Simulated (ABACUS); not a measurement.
## LiF: 7 runs along one coordinate

System: LiF (2 atoms in the cell).
Method: Kohn-Sham DFT of a periodic cell, PBEsol, PseudoDojo NC SR 0.4 PBEsol stringent, no spin polarisation (ABACUS 3.10.1).

The 7 runs differ only in the geometry, by an even scaling of the cell at fixed fractional positions. The structure derives from an entry of the Crystallography Open Database.

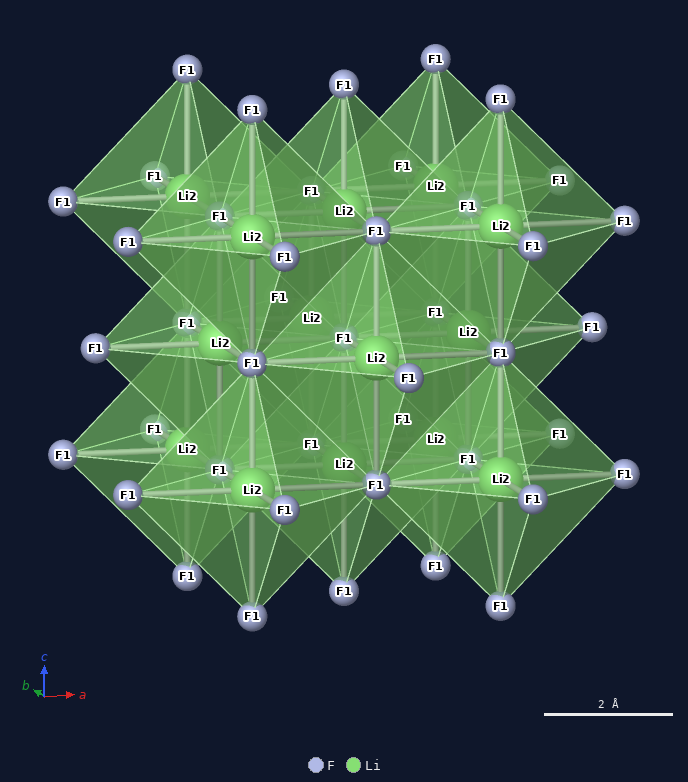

Figure 1. The structure of run 4 (polyhedral view of the cell 4 times as large as that of the calculation, set on its symmetry axes, seen slightly off an axis; polyhedra are completed across the faces of the cell; atoms are numbered from 1 in the order of the input).

## Input file of run 4
```
INPUT_PARAMETERS
suffix              LiF
calculation         scf
basis_type          lcao
pseudo_dir          ./
orbital_dir         ./
latname             fcc
symmetry            1
dft_functional      pbesol
ecutwfc             100
pseudo_rcut         10
nspin               1
nbands              9
ks_solver           genelpa
smearing_method     fd
smearing_sigma      0.00367493
scf_thr             1e-07
scf_nmax            100
mixing_type         broyden
mixing_beta         0.7
cal_force           1
cal_stress          1
out_mul             1
```

## File STRU of run 4
```
ATOMIC_SPECIES
F 18.9984 F.upf
Li 6.9400 Li.upf

NUMERICAL_ORBITAL
F_confined-atom_6au_2s2p1d.orb
Li_confined-atom_8au_3s1p.orb

LATTICE_CONSTANT
7.6118168300

ATOMIC_POSITIONS
Direct

F
0.0
1
0.5000000000 0.5000000000 0.5000000000 1 1 1

Li
0.0
1
0.0000000000 0.0000000000 0.0000000000 1 1 1
```

## File KPT of run 4
```
K_POINTS
0
Gamma
10 10 10 0 0 0
```

Command:
```bash
OMP_NUM_THREADS=1 mpirun -np 4 abacus > log
```

Lattice vectors (Å) and fractional positions of run 4:
```
  -2.014000    0.000000    2.014000
   0.000000    2.014000    2.014000
  -2.014000    2.014000    0.000000
F   0.500000  0.500000  0.500000
Li  0.000000  0.000000  0.000000
```

Run 2 differs from it as follows:
```diff
-7.6118168300
+7.5089418296
```

## Results, with one run withheld

```tsv
run	volume per atom (Å³)	free energy per atom, from the lowest run given (meV)	pressure (GPa)	gap on the mesh (eV)
1	7.679	4.44	3.89	9.59
2	7.842	?	?	?
3	8.006	0.00	0.55	9.21
4	8.169	0.23	−0.88	9.03
5	8.333	1.76	−2.18	8.86
6	8.496	4.60	−3.34	8.69
7	8.659	8.54	−4.39	8.53
```

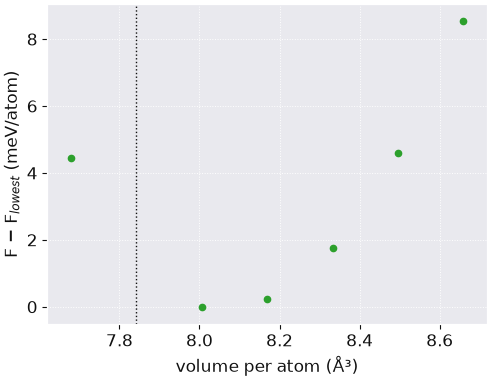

Figure 2. Free energy per atom of the runs given; the dotted line marks run 2.

Estimate the energy of run 2 from the others.

A cubic polynomial in V^(−2/3) (the Birch–Murnaghan form), fitted to the 6 runs given, misses them by at most 0.03 meV per atom. With x = V^(−2/3) − 0.24566 Å⁻², it reads F = 0.49205 − 389.48 x + 65494 x² + 20139 x³ (meV per atom). At run 2 it gives 1.38 meV per atom, and the run itself gives 1.36. The slope of the fit gives a pressure −dF/dV of 2.14 GPa there, and the run prints 2.14 GPa. The fit has its minimum at 8.066 Å³ per atom, where V d²F/dV² gives 71.7 GPa: the bulk modulus at this level, since symmetry fixes the shape and the positions. The gap on the mesh goes, without turning, from 9.59 eV in run 1 to 8.53 eV in run 7; run 2 has 9.40 eV. These are gaps of this functional on this mesh, which can miss the band edges; they aren't the measured gap.

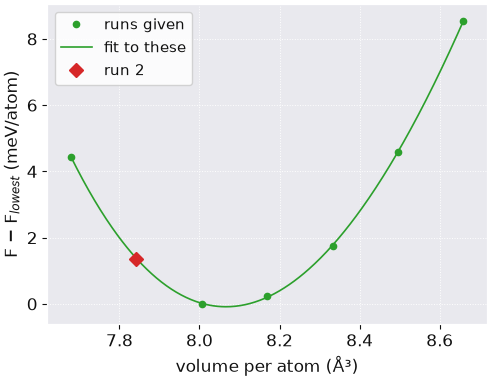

Figure 3. The fit and the withheld run.

## Some lines of the output (run 2)
```
[...]
 E_Fermi        0.1706233514         2.3214497904
 E_Fermi        0.4351681872         5.9207669342
 E_Fermi        0.4381894205         5.9618729220
 E_Fermi        0.4356298946         5.9270487850
 E_Fermi        0.4362306573         5.9352225821
 E_Fermi        0.4361649461         5.9343285343
 E_Fermi        0.4361714100         5.9344164805
 E_Fermi        0.4361714459         5.9344169687
 E_KS(sigma->0) -63.8840234815       -869.1867305139
 E_Fermi        0.4361714117         5.9344165042
 final etot is -869.18673051 eV
 EFERMI = 5.9344165042 eV
 TOTAL-PRESSURE: 21.355696 KBAR
 !FINAL_ETOT_IS -869.1867305138654274 eV
```

Notes: Points of doubt noted for this run: home made orbitals.
